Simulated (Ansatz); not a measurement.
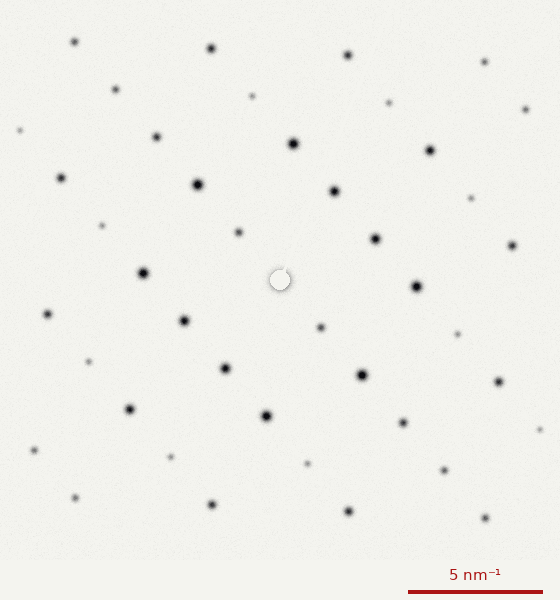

The pattern is a kinematic simulation for 200 kV electrons (no multiple scattering; isotropic B = 0.5 Å²).

Phase: Ir, space group I4/mmm (No. 139), a = 2.70 Å, c = 8.51 Å. Structure: the end point of a relaxation with Ansatz 0.2.0, DFT PBEsol, scalar-relativistic, plane waves, PAW; the starting structure was generated, so it need not be a known form of this composition.

```cif
data_structure
_symmetry_space_group_name_H-M 'I4/mmm'
_symmetry_Int_Tables_number 139
_cell_length_a 2.7007
_cell_length_b 2.7007
_cell_length_c 8.5126
_cell_angle_alpha 90.000
_cell_angle_beta 90.000
_cell_angle_gamma 90.000
_cell_volume 62.09
loop_
_atom_site_label
_atom_site_type_symbol
_atom_site_symmetry_multiplicity
_atom_site_Wyckoff_symbol
_atom_site_fract_x
_atom_site_fract_y
_atom_site_fract_z
_atom_site_occupancy
Ir1 Ir 4 e 0.50000 0.50000 0.35627 1
```

Q: Measure the pattern against the scale bar and name the zone.

A: The spots form a centred rectangular net whose two shortest vectors correspond to d = 4.26 Å and 2.57 Å, 72.4° apart. They index as 0 0 2 and 0 1 1, so the zone axis is ±[100] (or an equivalent direction of <100>).

Q: Which reflections of this zone are missing, and why?

A: The lattice centring (I) removes all reflections that break h + k + l = 2n.
